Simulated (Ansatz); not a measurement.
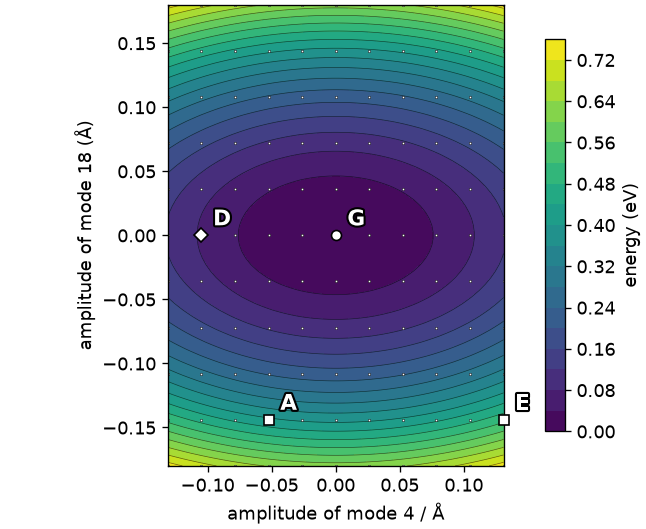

TiAl₃ (Pm-3m, No. 221; 8 atoms in the cell). 
- The energy is mapped over two normal modes frozen in (zone-centre modes of the 8-atom cell of this scan, which folds in the wave vector (0, 1/2, 1/2) of the primitive cell).
- The first coordinate is: amplitude of mode 4 (178 cm⁻¹), largest displacement; the second: amplitude of mode 18 (306 cm⁻¹), largest displacement.
- Nothing is relaxed (the cell and all other modes fixed).
- The grid has 11 × 11 points; 36 points were computed and 85 follow by symmetry.
- Points are written as (first, second).
- Energies: eV per cell, counted from the lowest grid point.
- These are results of DFT LDA, scalar-relativistic, plane waves, PAW in Ansatz, not measurements. Settings: cutoff 520 eV, k-mesh 10×8×8 in the order of the run's cell vectors, gaussian smearing 0.15 eV, no spin polarisation.

In the figure: filled contours, dots at the grid points, lettered points. Between grid points the surface is interpolated.

Is D the lowest point of the computed grid?

No. D lies 0.08 eV above the lowest grid point, which is at (0.000 Å, 0.000 Å).

What kind of point is each of A, G: minimum, saddle, maximum or slope?

A: on a slope; G: minimum. (In these two coordinates alone; a stationary point may lie a little off the grid point.)

Rank the lettered points by energy, lowest first.

G (0.00 eV), D (0.08 eV), A (0.41 eV), E (0.51 eV).

PAW datasets: the set soft_1.
